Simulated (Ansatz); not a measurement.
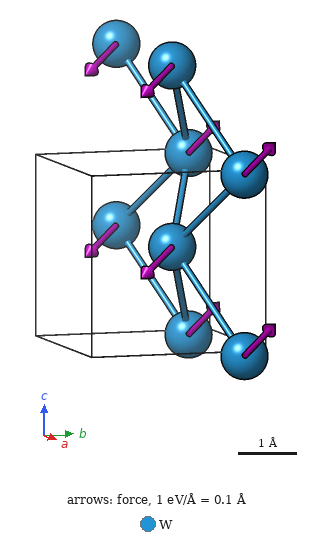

Starting geometry of solid W (set up in P-1) with the computed forces as purple arrows. Style: ball-and-stick. Shown: the cell of the calculation, slightly off an axis.

Case: all atoms moved at random, sigma 0.4 Å for each component; relaxed back.

All numbers below come from DFT r2SCAN, scalar-relativistic, plane waves, PAW (Ansatz). Settings: plane-wave cutoff 500 eV; k-point mesh 10 × 10 × 10; occupations gaussian; smearing width 0.15 eV; no spin polarisation; cell and atoms relaxed; force threshold 0.01 eV/Å; at most 80 steps.

Q: What follows when this structure is relaxed?

A: It isn't relaxed: the largest force vector, on W atoms, is 10.87 eV/Å. The atoms end up moving mostly along the starting forces (cosine between the two patterns 0.87). After 4 accepted moves (6 points after the start) the energy has fallen by 2116 meV per atom. Largest force component: 7.7 eV/Å at the start, 0.00041 eV/Å at the end. Pressure: 62.92 GPa at the start and 0.00 GPa at the end. The line search rejected the trial step at point 3 of the run. At 1 point the geometry stayed and the basis and grid were re-selected for the new cell (energy shift of less than 0.05 meV per atom at most each time). The largest moves, 0.44 Å, are those of W atoms. The lattice vectors keep their values. Near-neighbour distances that change, for instance: W–W 3.465 → 2.744 Å, W–W 2.140 → 2.744 Å, W–W 3.335 → 2.744 Å, W–W 3.284 → 2.744 Å. New bonds form: W–W (3.33 → 2.74 Å), W–W (3.46 → 2.74 Å). Bond angles that change, for instance: W–W–W 142.9° → 109.5°, W–W–W 141.6° → 109.5°, W–W–W 90.0° → 70.5°. The space group (tolerance 0.01 Å) goes from P-1 (No. 2) to Im-3m (No. 229).
